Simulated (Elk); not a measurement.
**KF (Fm-3m): refractive index against wavelength**

The refractive index of KF (Fm-3m) below the direct gap (6.21 eV on the mesh) is read from one computed spectrum, n = √(Re ε).

Cell: a, b, c = 3.779, 3.779, 3.779 Å (primitive vectors), 2 atoms.

Method: Elk 11.2.3 (patched build), PBE, independent particles, k-mesh 11×11×11, Lorentzian half width 0.1 eV.

Launch of the response step: `OMP_NUM_THREADS=4 elk`. The run took 8 s, its band step included, on 4 threads of Arm Neoverse V2, on a shared host.

| wavelength (nm) | photon energy E (eV) | n |
| --- | --- | --- |
| 700 | 1.771 | 1.4190 |
| 633 | 1.959 | 1.4206 |
| 532 | 2.331 | 1.4243 |
| 450 | 2.755 | 1.4296 |
| 405 | 3.061 | 1.4342 |
| 365 | 3.397 | 1.4400 |
| 308 | 4.025 | ? |

In the single-oscillator model n² − 1 = E₀E_d/(E₀² − E²), so 1/(n² − 1) = E₀/E_d − E²/(E₀E_d) is linear in E².

Working, on the rows shown:

| x = E² (eV²) | y = 1/(n² − 1) |
| --- | --- |
| 3.13716 | 0.98662 |
| 3.83641 | 0.982218 |
| 5.43137 | 0.972166 |
| 7.59115 | 0.958078 |
| 9.37179 | 0.946137 |
| 11.5384 | 0.931446 |

Means: x̄ = 6.8177, ȳ = 0.96278. Σ(x − x̄)(y − ȳ) = -0.3528, Σ(x − x̄)² = 53.76. Slope = -0.3528 / 53.76 = -0.006562; intercept = ȳ − slope · x̄ = 1.0075. Turned back into n, the line misses the rows shown by at most 0.00014.

Q: Predict the last column of the withheld row from the fit.

A: At x = 16.204 the line gives y = 0.90119, that is 1.4525. The run gave 1.4537, so the extrapolation is off by 0.0012, 4 % of the range in the table.

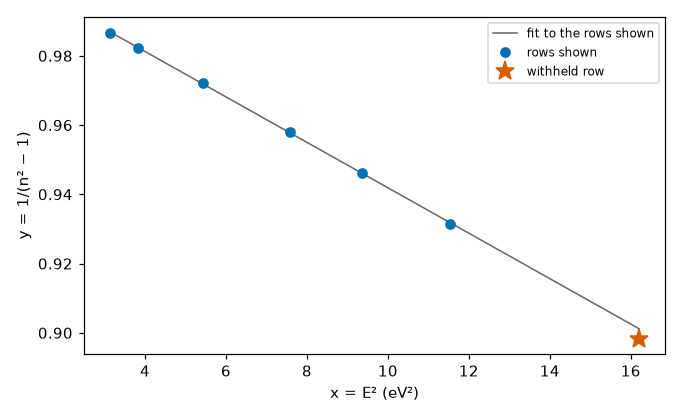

Refitted with all rows, the slope is -0.006743 and the intercept 1.0086. These give E₀ = √(intercept/−slope) = 12.23 eV and E_d = E₀/intercept = 12.1 eV; E₀ is 2.0 times the direct gap. The electronic limit at long wavelengths, without lattice vibrations, is n = √(1 + 1/intercept) = 1.411. Excitons are left out and so are local fields; PBE gaps are as a rule too small. The values come from a sum over the points of one k-mesh and carry its error, which grows as the direct gap shrinks.
